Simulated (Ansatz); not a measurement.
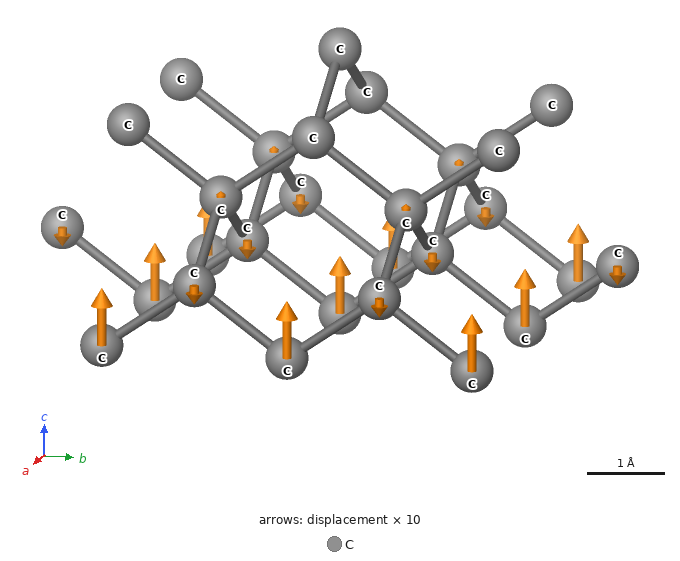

This is a relaxation of a slab of composition C (cut from the Fd-3m phase). The starting structure is drawn; orange arrows show the displacements, 10 times their true length.

Style: ball-and-stick. Shown: the atoms within 4.2 Å of the atom that moves most (axes of the 3 × 2 repeat of the cell, outlined in the plane, without the vacuum), slightly off an axis.

Case: (1 0 0) slab, atoms relaxed. The slab is the (1 0 0) face of C.

Computed with DFT PBEsol, scalar-relativistic, plane waves, PAW in Ansatz 0.2.0.

Input
```yaml
crystal:
  lattice:
    - [2.5129226041, 0.0, 0.0]
    - [0.0, 2.5129226041, 0.0]
    - [0.0, 0.0, 27.4383322977]
  atoms:
    - { symbol: C, position: [0.0, 0.5, 0.2733402278] }
    - { symbol: C, position: [0.0, 0.0, 0.3057201952] }
    - { symbol: C, position: [0.5, 0.0, 0.3381001627] }
    - { symbol: C, position: [0.5, 0.5, 0.3704801302] }
    - { symbol: C, position: [0.0, 0.5, 0.4028600976] }
    - { symbol: C, position: [0.0, 0.0, 0.4352400651] }
    - { symbol: C, position: [0.5, 0.0, 0.4676200325] }
    - { symbol: C, position: [0.5, 0.5, 0.5] }
    - { symbol: C, position: [0.0, 0.5, 0.5323799675] }
    - { symbol: C, position: [0.0, 0.0, 0.5647599349] }
    - { symbol: C, position: [0.5, 0.0, 0.5971399024] }
    - { symbol: C, position: [0.5, 0.5, 0.6295198698] }
    - { symbol: C, position: [0.0, 0.5, 0.6618998373] }
    - { symbol: C, position: [0.0, 0.0, 0.6942798048] }
    - { symbol: C, position: [0.5, 0.0, 0.7266597722] }
basis:
  ecutwfc: 420
kpoints:
  mp_grid: { grid: [11, 11, 1] }
hamiltonian:
  xc: pbesol
scf:
  occupations: { method: gaussian, width: 0.05 }
output:
  forces: true
  eigenvalues: true
  write_density: true
  write_potential: true
  elf: true
  volumetric_format: npy
relax:
  adjacent_minimum: "off"
  f_tol: 0.02
  max_steps: 60
efield:
  axis: 3
  dipole_correction: true
  ramp_width: 0.04
```

Launched with:
```bash
ansatz run input.yaml --threads 2 --pin off --max-ram 5120MiB --backend cpu --events-out ev --progress --plain --runs-dir out
```

Describe the change and its energy.

The largest moves, 0.077 Å, are those of C1 and C15. C1 goes along the normal (+c). The cell stays as it was. Some distances before and after: C1–C2 1.539 → 1.482 Å, C2–C3 1.539 → 1.559 Å, C3–C4 1.539 → 1.533 Å. Bond angles that change, for instance: C2–C1–C2 109.5° → 116.0°, C2–C3–C2 109.5° → 107.4°. The energy falls by 0.247 eV per cell of the calculation in 4 geometry steps. The largest force component goes from 2.4 to 0.001 eV/Å. The run took 50 s on 2 threads of Intel(R) Xeon(R) 6975P-C (Granite Rapids), with other jobs on the host, peak memory 0.56 GiB.
